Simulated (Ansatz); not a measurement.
# Run report: NiO, single-point calculation (part 1 of 3)

NiO (Fm-3m, 4 atoms in the cell), computed with DFT r2SCAN+U, scalar-relativistic, plane waves, PAW, Ueff = 3 eV on Ni atom 1 d; Ueff = 3 eV on Ni atom 3 d, spin-polarised (Ansatz 0.2.0).

The structure derives from an entry of the Crystallography Open Database. It belongs to a series of runs on one base structure; here: random orbitals: random, high filling. Figures and captions count atoms from 1; the log counts them from 0 in places.

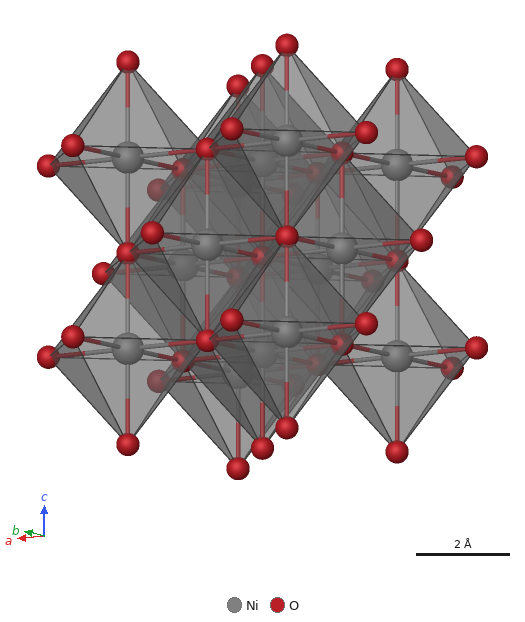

The structure (polyhedral view of the cell 2 times as large as that of the calculation, set on its symmetry axes, seen at an oblique angle; polyhedra are completed across the faces of the cell).

**Key numbers**

```json
{"quantity": "outcome", "value": "converged"}
{"quantity": "space group (tolerance 0.01 Å)", "value": "Fm-3m (225)"}
{"quantity": "electrons treated", "value": "48"}
{"quantity": "free energy", "value": "−12826.0315 eV"}
{"quantity": "Fermi energy", "value": "14.845 eV"}
{"quantity": "gap on the k-point mesh", "value": "2.40 eV"}
{"quantity": "net moment of the cell", "value": "0.00 μB"}
{"quantity": "integrated absolute moment", "value": "3.82 μB"}
{"quantity": "pressure", "value": "3.67 GPa"}
{"quantity": "largest force (length of the vector)", "value": "under 0.001 eV/Å"}
{"quantity": "hardware", "value": "4 threads of Arm Neoverse V1, 24 GiB of memory available, shared host"}
{"quantity": "wall time", "value": "5.1 min (CPU time 20 min)"}
{"quantity": "peak memory", "value": "2.2 GiB"}
```

**Remarks**

The program warns: the typed occupations were not kept; the occupation matrices lower the symmetry.

**Input**
```yaml
crystal:
  lattice:
    - [0.0, 2.09130951, 2.09130951]
    - [4.18261902, 2.09130951, 2.09130951]
    - [4.18261902, 4.18261902, 0.0]
  atoms:
    - { symbol: Ni, position: [0.0, 0.0, 0.0], spin: 2.0 }
    - { symbol: O, position: [0.5, 0.5, 0.0] }
    - { symbol: Ni, position: [0.0, 0.0, 0.5], spin: -2.0 }
    - { symbol: O, position: [0.5, 0.5, 0.5] }
basis:
  ecutwfc: 500
  ecutrho_ratio: 4
kpoints:
  mp_grid: { grid: [8, 8, 8] }
hamiltonian:
  xc: r2scan
  hubbard:
    sites:
      - { site: 0, l: d, u_eff: 3.0, starting_ns: [{ spin: up, occupation_matrix: s0up }, { spin: down, occupation_matrix: s0down }] }
      - { site: 2, l: d, u_eff: 3.0, starting_ns: [{ spin: up, occupation_matrix: s2up }, { spin: down, occupation_matrix: s2down }] }
    occupation_matrices:
      s0up:
        matrix:
          - [0.97, 0.0, 0.0, 0.0, 0.0]
          - [0.0, 0.97, 0.0, 0.0, 0.0]
          - [0.0, 0.0, 0.97, 0.0, 0.0]
          - [0.0, 0.0, 0.0, 0.97, 0.0]
          - [0.0, 0.0, 0.0, 0.0, 0.97]
      s0down:
        matrix:
          - [0.77957, 0.08242, -0.00961, -0.25219, -0.27232]
          - [0.08242, 0.25313, 0.35841, -0.13085, 0.12145]
          - [-0.00961, 0.35841, 0.78529, 0.11208, -0.01562]
          - [-0.25219, -0.13085, 0.11208, 0.55146, -0.35938]
          - [-0.27232, 0.12145, -0.01562, -0.35938, 0.58055]
      s2up:
        matrix:
          - [0.63606, 0.39798, -0.09168, -0.08689, -0.17715]
          - [0.39798, 0.2978, -0.1621, 0.00585, -0.04511]
          - [-0.09168, -0.1621, 0.57273, -0.15783, -0.39999]
          - [-0.08689, 0.00585, -0.15783, 0.89916, -0.1726]
          - [-0.17715, -0.04511, -0.39999, -0.1726, 0.54426]
      s2down:
        matrix:
          - [0.97, 0.0, 0.0, 0.0, 0.0]
          - [0.0, 0.97, 0.0, 0.0, 0.0]
          - [0.0, 0.0, 0.97, 0.0, 0.0]
          - [0.0, 0.0, 0.0, 0.97, 0.0]
          - [0.0, 0.0, 0.0, 0.0, 0.97]
    ns_hold: until_converged
scf:
  occupations: { method: gaussian, width: 0.05 }
  lower_state_search: "off"
  max_iter: 150
output:
  forces: true
  stress: true
  eigenvalues: true
  populations: true
  hubbard: { sites: [{ site: 0, l: d }, { site: 2, l: d }] }
  write_density: true
  write_potential: true
  elf: true
  volumetric_format: npy
magnetization:
  spin_polarized: true
```

Launch command:
```bash
ansatz run input.yaml --threads 4 --pin off --max-ram 6144MiB --backend cpu --events-out ev --progress --plain --runs-dir out
```

**Log**
```
Warning: crystal.symmetry: narrowed to the stabiliser of the occupation matrices — unitary ops 16 → 2, anti-unitary 16 → 0; lowered by the specified shells (site 0, l: d), (site 2, l: d); largest admitted image defect 4.4e-16, smallest excluded 3.9e-1 — at a splitting's scale: the group the occupation matrices' own texture admits
basis.fft_grid_basis auto: the FFT boxes are laid along the combinations [[1, 0, 0], [-1, 1, 0], [0, -1, 1]] of the cell's own vectors, 2.958, 4.183 and 2.958 Å long. The dense box has 24×32×24 points. Along the cell's own vectors, as sized, it would have 24×40×45, 2.34 times as many. basis.fft_grid_basis: typed keeps the cell's own vectors: state it where this run's energies or levels are differenced outside the engine with another run's, or held beside a run that keeps those vectors. Those combinations have planes normal to reciprocal vector 3, as the cell's own vectors have. Each planar average written beside output.write_density, output.write_potential has a row for each plane of the box: 24. The volumetric files lie along those combinations, not along the cell's own vectors: a cube or XSF file states them, and fields.json those of NumPy files.
Ni: projections on atomic orbitals take those of the free atom [Ne] 3s2 3p6 3d8 4s2, of charge +0.00 (hamiltonian.pseudopotentials.projection_atoms); the dataset's partial waves leave at most 1.6e-6 of an orbital's norm unspanned inside its sphere
O: projections on atomic orbitals take those of the free atom [He] 2s2 2p4, of charge +0.00 (hamiltonian.pseudopotentials.projection_atoms); the dataset's partial waves leave at most 1.9e-8 of an orbital's norm unspanned inside its sphere
Engine: ansatz 0.2.0, aarch64-unknown-linux-gnu
Pseudopotentials: kind: paw
Pseudopotential: Ni, paw, valence charge 18, recommended cutoff 500 eV (meta_gga), Ni.paw.azcp
Pseudopotential: O, paw, valence charge 6, recommended cutoff 500 eV (meta_gga), O.paw.azcp
Functional definition: r2SCAN
  parameter k0 = 0.174
  parameter k1 = 0.065
  parameter a1 = 4.9479
  exchange = r2scan_x(k0 = k0, k1 = k1, a1 = a1)
  correlation = r2scan_c
Crystal: 4 atoms, lattice volume = 36.586 Å³
Basis set: ecut = 500 eV, 927 PW (Γ), FFT grids on a1, −a1+a2, −a2+a3, exchange–correlation on 96×128×96 points (64 copies of the dense FFT grid, shifted against one another)
Bands: 32, of which v1, the nominal top of the filled ones, is band 24 counted from 1 (23 counted from 0)
Symmetry: 2 space group operations
k-points: 260 of 512
Non-local potential: Ni, projectors of the file, l = 0: 3, l = 1: 2, l = 2: 3, l = 3: 1
Non-local potential: O, projectors of the file, l = 0: 2, l = 1: 2, l = 2: 1
PAW form: soft (Blöchl's): semilocal exchange-correlation on the pseudo side does not see the compensation charge
PAW frozen core: Ni, regenerated for the run's functional (the file was generated under x = pbe(κ = 0.804, μ = 0.2195149727645171), c = pbe(β = 0.06672455060314922))
PAW frozen core: O, regenerated for the run's functional (the file was generated under x = pbe(κ = 0.804, μ = 0.2195149727645171), c = pbe(β = 0.06672455060314922))
PAW one-centre angular grid: Ni, 590 points (default); XC on 160 Gauss nodes
PAW one-centre angular grid: O, 302 points (default); XC on 160 Gauss nodes
Initial density: superposition of atomic densities (chi_scale 0.1, normalization cell, long waves kept (reshape's long-wave potential 0.00 eV rms))
Starting moments: Σ|m| = 4 μB on 2 of 4 sites
Initial wavefunctions: pseudopotential atomic-orbital guess
Functional: x = r2scan, c = r2scan; τ floored in thin density (d = 2e-4 eV/Å³)
```
